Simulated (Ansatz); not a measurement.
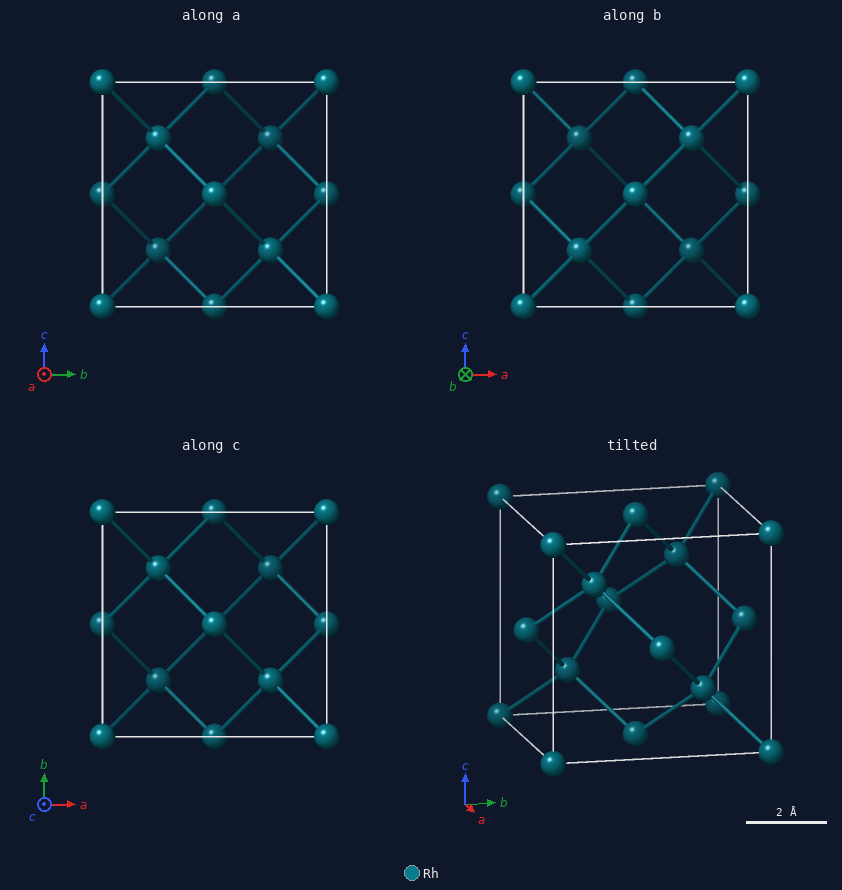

Ball-and-stick representation of a periodic structure, projected along the a axis, along the b axis, along the c axis and slightly off an axis. The conventional unit cell is outlined; an atom on or near a face, edge or corner is repeated at each equivalent position.

Lattice parameters: a = 5.6752 Å, b = 5.6752 Å, c = 5.6752 Å, α = 90.000°, β = 90.000°, γ = 90.000°.

Give the structure in the form of a CIF with its space group and independent sites.

Answer.
```cif
data_structure
_symmetry_space_group_name_H-M 'F d -3 m :1'
_symmetry_Int_Tables_number 227
_cell_length_a 5.6752
_cell_length_b 5.6752
_cell_length_c 5.6752
_cell_angle_alpha 90.000
_cell_angle_beta 90.000
_cell_angle_gamma 90.000
_cell_volume 182.78
loop_
_atom_site_label
_atom_site_type_symbol
_atom_site_symmetry_multiplicity
_atom_site_Wyckoff_symbol
_atom_site_fract_x
_atom_site_fract_y
_atom_site_fract_z
_atom_site_occupancy
Rh1 Rh 8 a 0.2500 0.7500 0.7500 1
```

Its origin is a structure type filled with this element by a generator (whether the element takes this form wasn't checked). Earlier steps of the study may have refined or changed the cell and positions. Ansatz was used for an electronic-structure calculation on it.

At this level of theory the cell isn't at rest (stretched, at -12 GPa), so its distances can differ from those at equilibrium, the more so the softer the solid.
